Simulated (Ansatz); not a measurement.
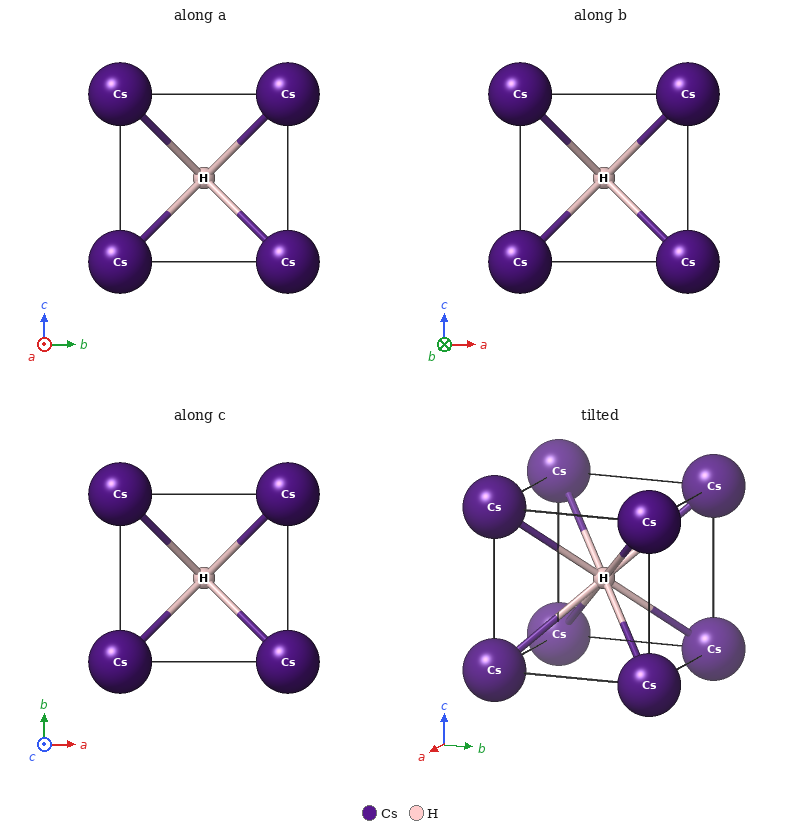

Crystal structure, ball-and-stick style, seen along the a axis, along the b axis, along the c axis and slightly off an axis. The frame is the conventional unit cell; atoms at its boundary are shown with their periodic copies.

Lattice parameters: a = 3.8131 Å, b = 3.8131 Å, c = 3.8131 Å, α = 90.000°, β = 90.000°, γ = 90.000°.

Turn the picture into a CIF with its space group and independent sites.

Answer.
```cif
data_structure
_symmetry_space_group_name_H-M 'P m -3 m'
_symmetry_Int_Tables_number 221
_cell_length_a 3.8131
_cell_length_b 3.8131
_cell_length_c 3.8131
_cell_angle_alpha 90.000
_cell_angle_beta 90.000
_cell_angle_gamma 90.000
_cell_volume 55.44
loop_
_atom_site_label
_atom_site_type_symbol
_atom_site_symmetry_multiplicity
_atom_site_Wyckoff_symbol
_atom_site_fract_x
_atom_site_fract_y
_atom_site_fract_z
_atom_site_occupancy
Cs1 Cs 1 a 0.0000 0.0000 0.0000 1
H1 H 1 b 0.5000 0.5000 0.5000 1
```

Its origin is a structure type filled with these elements by a generator (whether the compound takes this form wasn't checked). Earlier steps of the study may have refined or changed the cell and positions. It went into a calculation with Ansatz.
